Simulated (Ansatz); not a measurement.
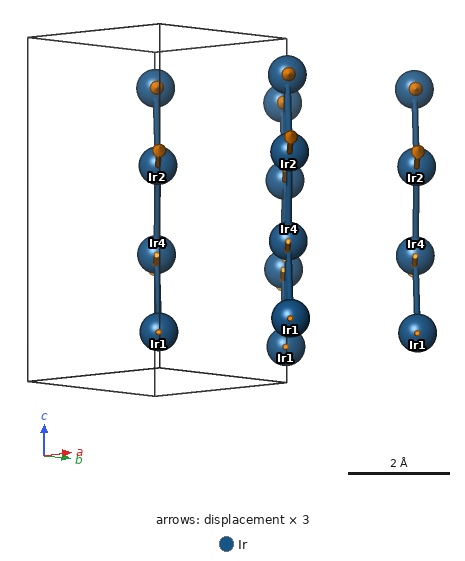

A relaxation of solid Ir (built on the iodine_64 type) (coarse preliminary run). The starting structure is drawn; orange arrows show the displacements (the part carried along by the change of the cell is left out), magnified 3 times.

Style: ball-and-stick. Shown: the cell of the calculation, repeated 2 × 2 × 1 with one cell outlined, from a free direction.

Case: iodine type (Cmce, No. 64).

All numbers below come from DFT PBE, scalar-relativistic, plane waves, PAW (Ansatz).

Input file:
```yaml
crystal:
  lattice:
    - [2.5637447771, -1.6944391738, 0.0]
    - [2.5637447771, 1.6944391738, 0.0]
    - [0.0, 0.0, 6.9120396747]
  atoms:
    - { symbol: Ir, position: [0.85, 0.15, 0.117] }
    - { symbol: Ir, position: [0.65, 0.35, 0.617] }
    - { symbol: Ir, position: [0.15, 0.85, 0.883] }
    - { symbol: Ir, position: [0.35, 0.65, 0.383] }
basis:
  ecutwfc: 420
kpoints:
  mp_grid: { grid: [6, 6, 4] }
hamiltonian:
  xc: pbe
scf:
  occupations: { method: gaussian, width: 0.1 }
  lower_state_search: "off"
output:
  forces: true
  stress: true
  eigenvalues: true
relax:
  adjacent_minimum: "off"
  f_tol: 0.04
  max_steps: 70
  cell: { stress_tol: 0.4 }
```

**What did the optimiser do to the structure, and how much energy did it gain?**

The energy falls by 3275 meV per atom in 8 accepted moves (10 points after the start). Largest force component: 17 eV/Å at the start, 0.0016 eV/Å at the end. Pressure: 96.91 GPa at the start and 0.12 GPa at the end. The SCF was repeated twice at an unchanged geometry on a basis and grid sized afresh for the cell, which shifted the energy by 7.8 meV per atom at most. The largest moves relative to the cell, 0.39 Å, are those of Ir1, Ir2, Ir3 and Ir4. Ir2 goes roughly along [1 −1 0]. The drawn cell changes as follows: a = b 3.073 → 2.747 Å (−10.6 %), c 6.912 → 7.682 Å (+11.1 %), γ 66.9° → 90.0°; the volume changes by −3.5 %. Among the contacts that change: Ir1–Ir3 1.910 → 2.731 Å, Ir1–Ir4 3.155 → 2.732 Å, Ir1–Ir3 (another image) 3.106 → 2.732 Å, Ir1–Ir1 3.073 → 2.747 Å. Bond angles that change, for instance: Ir3–Ir1–Ir4 105.2° → 89.4°, Ir3–Ir1–Ir4 167.0° → 180.0°, Ir3–Ir1–Ir4 169.5° → 180.0°. The space group (tolerance 0.01 Å) goes from Cmce (No. 64) to I4/mmm (No. 139).
